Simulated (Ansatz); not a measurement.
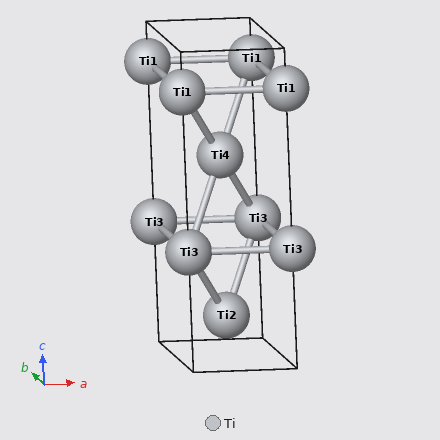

Two computed energy maps of cells of Ti. The picture above is the structure of the first map.

Map 1

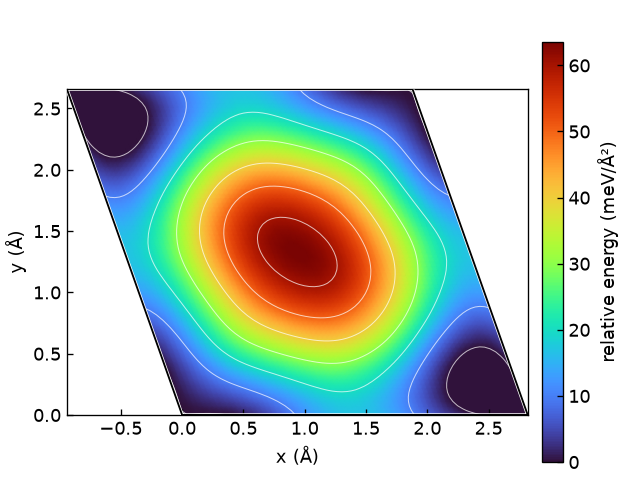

Ti (Im-3m, No. 229; 4 atoms in the cell). 
- Gamma surface: rigid slide across a plane, one fault a cell; the plane is (0 1 1) of the conventional cell.
- Places are given modulo a cell vector. The map is drawn in real space over the plane of the slide.
- Nothing is relaxed (rigid halves, spacing across the cut fixed).
- Grid: 6 × 6 points; 13 points were computed and 23 follow by symmetry.
- Energies: meV/Å², counted from the lowest grid point.
- Theory: DFT PBE, scalar-relativistic, plane waves, PAW in Ansatz 0.2.0. Settings: cutoff 520 eV, k-mesh 16×16×5 in the order of the run's cell vectors, gaussian smearing 0.15 eV, no spin polarisation.

The picture shows a smooth colour map with a few white contour lines, the outline of one cell of the plane. Between grid points the surface is interpolated.

Map 2

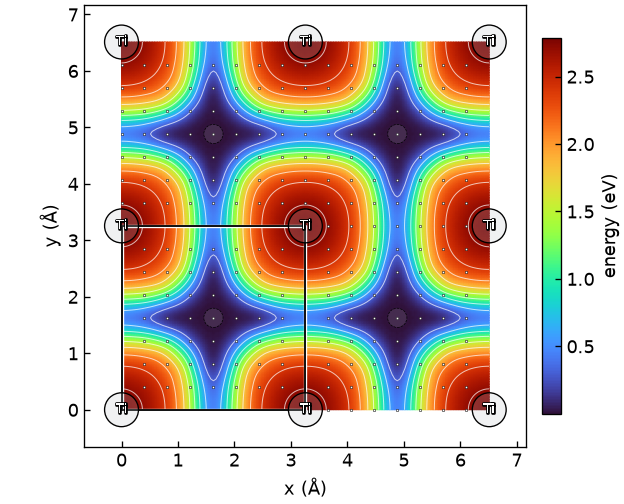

O on a Ti(100) slab cut from the Im-3m phase, its upper half relaxed before the scan (4 atoms of substrate and one adsorbate in a 1 × 1 cell). O is moved over the surface cell; relaxed at each place: the height of the adsorbate's atoms; substrate rigid; the origin of the map has the adsorbate above Ti4. Places are given modulo a cell vector. The map is drawn in real space over the plane of the surface. The scan uses an 8 × 8 grid; 15 points were computed and 49 follow by symmetry. All energies are given in eV relative to the lowest grid point. With one adsorbate in each 1 × 1 cell, its nearest image is 3.3 Å away, so neighbouring adsorbates interact. The runs have no spin polarisation; a magnetic state may lie lower. This map comes from DFT PBE, scalar-relativistic, plane waves, PAW (Ansatz). Settings: cutoff 420 eV, k-mesh 8×8×1, gaussian smearing 0.1 eV, no spin polarisation.

The picture shows a smooth colour map with a few white contour lines, dots at the grid points, labelled circles for the atoms of the top layer and small ones for the second layer, the outline of one cell of the 2 × 2 shown. Between grid points the surface is interpolated.

**What does each map show?**

Map 1: The lowest grid point is at (0/6, 0/6) of the cell vectors. The bottom of the well lies between grid points, at (0/6, 0/6) of the cell vectors, about 4.3 meV/Å² lower on the interpolated surface. It is the only kind of minimum in the scanned range. The highest grid point, (3/6, 3/6) of the cell vectors, lies 63.5 meV/Å² above the lowest.
Map 2: The lowest grid point is at a fourfold hollow over a second-layer Ti atom, (4/8, 4/8) of the cell vectors. It is the only kind of minimum in the scanned range. The highest grid point, the top site over a surface Ti atom, (0/8, 0/8) of the cell vectors, lies 2.78 eV above the lowest. On the interpolated surface the easiest way out of the lowest well to its copy in the next cell or period passes a barrier of about 0.46 eV. At the lowest point the adsorbate has 1 Ti at 1.98 Å as nearest neighbours, at the highest 1 Ti at 1.62 Å. Its relaxed height above the top atom is 0.46 Å at the lowest and 1.62 Å at the highest point.

PAW datasets: the set soft_1.
